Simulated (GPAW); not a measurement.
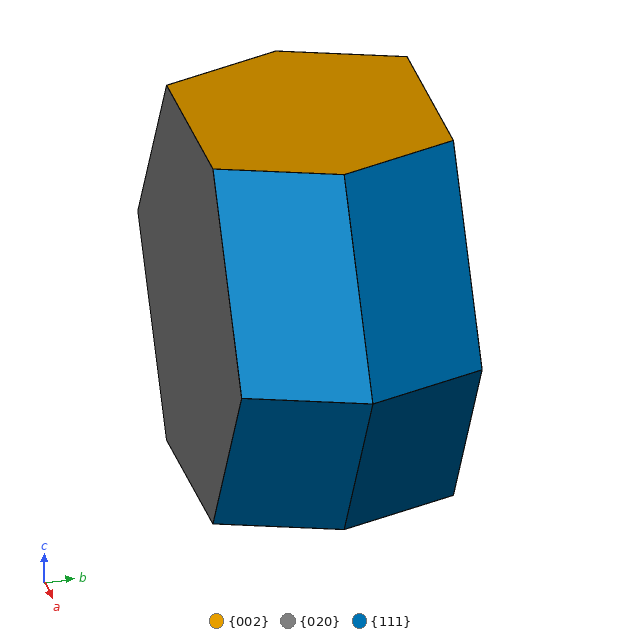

BN, space group Fmm2 (No. 42), a = 2.503 Å, b = 6.991 Å, c = 4.332 Å, α = 90.00°, β = 90.00°, γ = 90.00°. BFDH (Bravais–Friedel–Donnay–Harker) growth shape, computed from the cell and space group alone: each face lies at a distance from the centre proportional to 1/d(hkl), with d taken for the first order that the space group does not extinguish. It ignores bonding, solvent and kinetics. Origin: a cell listed in the Materials Project, as set up for an electronic-structure calculation. Forms under 0.4 % of the area are left out. Forms are taken in the Laue class: a face and its opposite count as one form.

Question: Why is the form written {020} rather than {010}?

Answer: The reflection 010 is extinguished by the lattice centring of Fmm2: equivalent layers repeat every d/2 = 3.495 Å, and the rule uses that shorter spacing.

Question: How many faces does the whole crystal have, by form?

Answer: 12 faces: 2 of {020}, 8 of {111} and 2 of {002}.

Question: List the forms with their spacings and shares.

Answer:
```tsv
form	faces	d (Å)	share of area (%)
{020}	2	3.495	40.5
{111}	8	2.070	40.3
{002}	2	2.166	19.2
```
